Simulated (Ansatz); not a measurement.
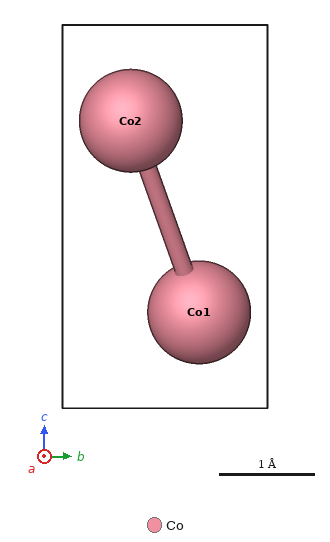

The structure as given in the input (ball-and-stick view of the cell of the calculation, along the a axis; atoms are numbered from 1 in the order of the input). Near neighbours in the crystal (not all of them lie inside the picture): Co has 12 Co at 2.48 to 2.49 Å.

**Co: a failed or faulty run and its cure**

System: Co (2 atoms in the cell).
Method of run 1: DFT, PBE, plane waves, PAW (Ansatz 0.2.0).

The structure derives from an entry of the Crystallography Open Database. Text and figures count atoms from 1; the logs count them from 0 in places.

## The input, run 1
```yaml
crystal:
  lattice:
    - [2.4922744508, 0.0, 0.0]
    - [-1.2461372254, 2.1583729876, 0.0]
    - [0.0, 0.0, 4.0336831007]
  atoms:
    - { symbol: Co, position: [0.3333333333, 0.6666666667, 0.25], spin: 1.84 }
    - { symbol: Co, position: [0.6666666667, 0.3333333333, 0.75], spin: 1.84 }
basis:
  ecutwfc: 420
kpoints:
  mp_grid: { grid: [18, 18, 10] }
hamiltonian:
  xc: pbe
scf:
  occupations: { method: gaussian, width: 0.1 }
  max_iter: 50
output:
  forces: true
  eigenvalues: true
  stress: true
magnetization:
  spin_polarized: 2.5
```

Command:
```bash
ansatz run input.yaml --threads 1 --pin off --max-ram 2560MiB --backend cpu --events-out ev --progress --plain --runs-dir out
```

Hardware: 1 thread of Arm Neoverse V2, 24 GiB of memory available, shared host.

## Output (run 1)
```
Error: YAML parse error: error: line 23 column 19: invalid boolean (strict mode expects true/false)
  --> <input>:23:19
   |
21 |   stress: true
22 | magnetization:
23 |   spin_polarized: 2.5
   |                   ^ invalid boolean (strict mode expects true/false)
```

What should be changed in this input?

Answer. This input holds a deliberate fault: a value of the wrong type (`magnetization.spin_polarized`). The program refused the input: “YAML parse error: error: line 23 column 19: invalid boolean (strict mode expects true/false) --> <input>:23:19 | 21 | stress: true 22 | magnetization: 23 | spin_polarized: 2.5 | ^ invalid boolean (strict mode expects true/false)”

A run of the same system that converges differs from this input as follows (lines with − go, lines with + come):
```diff
-    - [2.4922744508, 0.0, 0.0]
-    - [-1.2461372254, 2.1583729876, 0.0]
-    - [0.0, 0.0, 4.0336831007]
+    - [2.5074, 0.0, 0.0]
+    - [-1.2537, 2.1714720974, 0.0]
+    - [0.0, 0.0, 4.0699]
-  max_iter: 50
+  populations: true
-  spin_polarized: 2.5
+  spin_polarized: true
```

## Output, shortened to warnings, some set-up lines, iterations and results (run 2)
```
Basis set: ecut = 420 eV, 415 PW (Γ), exchange–correlation on 36×36×60 points (8 copies of the dense FFT grid, shifted against one another)
Symmetry: 24 space group operations
k-points: 222 of 3240
Initial density: superposition of atomic densities (chi_scale 0.1, normalization cell)
[...]
SCF iter   1: F=—  HF=-10251.690570 eV  |F-HF|=—  |Δ(HF+E_count)|=         —  Δρ=9.54e-2 (↑3.57e-2 ↓9.54e-2)  dr2=2.19e0  dr2_m=1.91e-1  M=3.451 μB ∫|m|=3.602 μB  β_m=0.30  …
SCF iter   2: F=—  HF=-10251.031306 eV  |F-HF|=—  |Δ(HF+E_count)|=   6.59e-1  Δρ=4.25e-2 (↑1.89e-2 ↓4.25e-2)  dr2=1.45e-1  dr2_m=1.77e-1  M=3.487 μB ∫|m|=3.686 μB  β_m=0.37  …
SCF iter   3: F=—  HF=-10251.610754 eV  |F-HF|=—  |Δ(HF+E_count)|=   5.79e-1  Δρ=1.94e-2 (↑1.94e-2 ↓9.61e-3)  dr2=1.14e-2  dr2_m=3.93e-2  M=3.404 μB ∫|m|=3.654 μB  β_m=0.53  …
SCF iter   4: F=—  HF=-10252.121873 eV  |F-HF|=—  |Δ(HF+E_count)|=   5.11e-1  Δρ=1.37e-2 (↑1.37e-2 ↓9.83e-3)  dr2=6.57e-2  dr2_m=2.68e-3  M=3.298 μB ∫|m|=3.598 μB  β_m=0.76  …
SCF iter   5: F=—  HF=-10252.295762 eV  |F-HF|=—  |Δ(HF+E_count)|=   1.74e-1  Δρ=3.36e-3 (↑3.36e-3 ↓1.37e-3)  dr2=8.15e-4  dr2_m=1.09e-3  M=3.231 μB ∫|m|=3.567 μB  β_m=0.88  …
SCF iter   6: F=—  HF=-10252.302563 eV  |F-HF|=—  |Δ(HF+E_count)|=   6.80e-3  Δρ=7.72e-4 (↑3.78e-4 ↓7.72e-4)  dr2=1.52e-4  dr2_m=8.41e-6  M=3.219 μB ∫|m|=3.569 μB  β_m=0.86  …
SCF iter   7: F=—  HF=-10252.302571 eV  |F-HF|=—  |Δ(HF+E_count)|=   8.09e-6  Δρ=8.18e-5 (↑7.53e-5 ↓8.18e-5)  dr2=2.42e-6  dr2_m=7.17e-8  M=3.220 μB ∫|m|=3.569 μB  β_m=0.91  …
SCF iter   8: F=—  HF=-10252.302571 eV  |F-HF|=—  |Δ(HF+E_count)|=   1.63e-7  Δρ=3.25e-5 (↑1.76e-5 ↓3.25e-5)  dr2=3.65e-7  dr2_m=1.18e-8  M=3.220 μB ∫|m|=3.570 μB  β_m=0.94  …
SCF iter   9: F=—  HF=-10252.302571 eV  |F-HF|=—  |Δ(HF+E_count)|=   9.22e-8  Δρ=1.35e-5 (↑6.25e-6 ↓1.35e-5)  dr2=5.44e-8  dr2_m=2.81e-9  M=3.220 μB ∫|m|=3.570 μB  β_m=0.97  …
SCF iter  10: F=-10252.302571 eV  HF=-10252.302571 eV  |F-HF|=1.65e-9  |Δ(HF+E_count)|=   1.19e-8  Δρ=2.32e-6 (↑1.55e-6 ↓2.32e-6)  dr2=1.98e-9  dr2_m=3.46e-11  M=3.220 μB …
SCF 1 converged in 10 iterations: F = -10252.302571 eV  dr2 = 1.98e-9
SCF converged after 10 iterations
Magnetization: 3.2197 μB (18.6098 up, 15.3902 down)
Absolute magnetization: 3.5709 μB (∫|ρ↑−ρ↓|, with the PAW one-centre terms)
Spin contamination: 0.0601 ħ² per cell (⟨S²⟩ above its minimum at these occupations)
Per-site moments (μB) at R_I (Å): [(1.6899302257088726, 1.0301526960579444), (1.6899302257088717, 1.0301526960579444)]
Free energy (F): -10252.302571 eV
Harris-Foulkes:  -10252.302571 eV  (|F-HF|=1.65e-9)
Internal energy: -10252.294123 eV  (E = F + TS)
E sigma→0 (E₀):  -10252.298347 eV
Entropy (-TS):   -0.008448 eV (-4.224 meV/atom)
Fermi energy:    18.240440 eV
--- Per-component energies (eV) ---
  E_band       = -502.715718
  E_kinetic    = 906.001755
  E_local      = -5724.707274  (includes V_loc(G=0)·N_el)
  E_nonlocal   = 908.343845
  E_hartree    = 2397.069220
  E_xc         = -317.550738
  E_vxc        = -409.744945  (∫ρ·V_xc dr)
  E_paw        = -3030.176687  (= ΣΔE_a)
  E_vpaw       = -976.752094  (= ΣTr[D̂ρ^β])
  E_aug_tail   = 0.000160  (compensation charges beyond the density's cutoff)
  E_ewald      = -5391.274405
  E_smearing   = -0.008448  (= −TS)
  E_closure    = -0.000000  (closes the sum)
  Σ components = -10252.302571   (vs F -10252.302571, Δ=0.00e0)
--- Forces (eV/Å), atoms counted from 1 ---
  atom   1  Co     0.00000000     0.00000000     0.00000000
  atom   2  Co    -0.00000000     0.00000000     0.00000000
  max |Σ_I F_I| component: 4.63e-18 eV/Å
--- Stress (GPa, compression-positive) ---
       -4.163408      -0.000000       0.000000
        0.000000      -4.163408       0.000000
        0.000000       0.000000      -4.872295
  P = ⅓ Tr σ = -4.3997 GPa (-43.997 kbar)
--- Löwdin populations: 2 sites ---
  site symbol       q [e]    m [muB]
     0     Co     16.7797     1.6781
     1     Co     16.7797     1.6781
  spilling = 0.012956 (of n_electrons = 34.000000)
```

## The two runs side by side

```tsv
quantity	run 1	run 2
outcome	refused	converged
free energy per atom (eV)	–	−5126.1513
gap on the mesh (eV)	–	0.00
net moment of the cell (μB)	–	3.22
absolute moment of the cell (μB)	–	3.57
pressure (GPa)	–	−4.40
volume per atom (Å³)	–	11.08
largest force (eV/Å)	–	0.000
SCF iterations	–	10
irreducible k-points	–	222
plane waves at Γ	–	415
```
